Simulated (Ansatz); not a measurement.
Consider Fe.

Input

```
crystal:
  lattice:
    - [4.2888145642, 0.0, 0.0]
    - [-2.1444072821, 3.7142223647, 0.0]
    - [0.0, 0.0, 2.4404501227]
  atoms:
    - { symbol: Fe, position: [0.0, 0.0, 0.0], spin: 2.589 }
    - { symbol: Fe, position: [0.3333333333, 0.6666666667, 0.5], spin: 2.429 }
    - { symbol: Fe, position: [0.6666666667, 0.3333333333, 0.5], spin: 2.429 }
hamiltonian:
  xc: pbe
  pseudopotentials:
    kind: paw
    azcp:
      Fe: "pseudopotentials/Fe.paw.azcp"
basis:
  ecutwfc: 420
  fft_grid_basis: typed
kpoints:
  mp_grid: { grid: [10, 10, 15], shift: [0, 0, 0] }
magnetization:
  spin_polarized: true
scf:
  occupations: { method: fermi_dirac, width: 0.05 }
  lower_state_search: "off"
output:
  stress: true
  write_density: true
  write_potential: true
  elf: true
  volumetric_format: npy
```

Launched as:

```sh
ansatz run input.yaml --threads 1 --pin off --max-ram 3584MiB --backend cpu --events-out ev --progress --plain --runs-dir out
```

Below, planes, directions and counts refer to the conventional cell (a = 4.29 Å, b = 4.29 Å, c = 2.44 Å, α = 90.00°, β = 90.00°, γ = 120.00°).

Space group P6/mmm; set up as Fe, omega (AlB2-type); a generated structure, not necessarily the stable one; changed on purpose from its base cell (volume × 1.08); computed pressure about −9 GPa in this cell; spin-polarised.

Theory: DFT, PBE, plane waves (420 eV) with PAW, scalar-relativistic (Ansatz 0.2.0).

What will maps of the valence pseudo-density, electron localisation function and spin density show?

Fe–Fe (2.44 Å): the density is about 0.36 e/Å³ at the midpoint; the ELF is about 0.25 at the midpoint: no localised pair shows between them.
The spin density sits on Fe: +2.7 μB (×3) in one cell of 3 atoms: parallel main moments (a ferromagnetic arrangement) in this solution. The cell of the calculation (3 atoms) carries 8.0 μB of net spin moment.

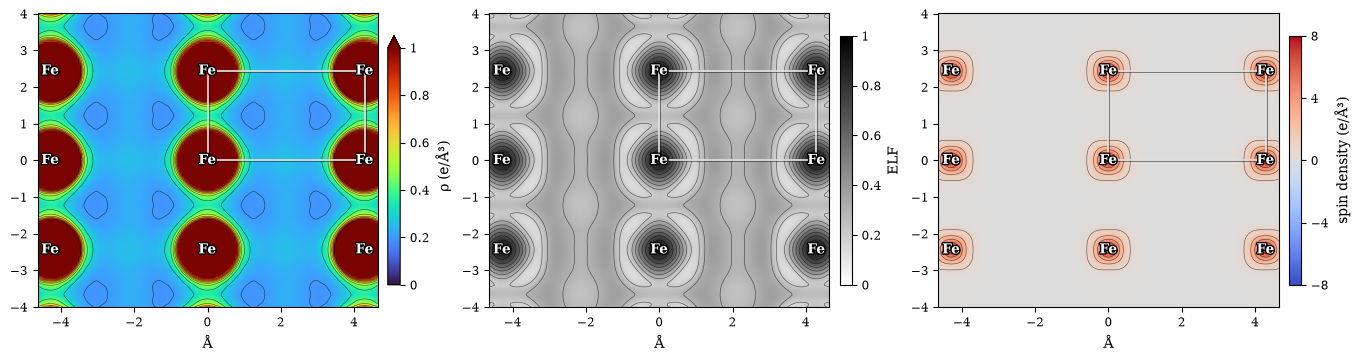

Computed valence pseudo-density, electron localisation function and spin density on the (100) plane of the conventional cell, in this order. 

Core electrons are frozen (PAW), and the valence fields are smoothed inside the atomic spheres.
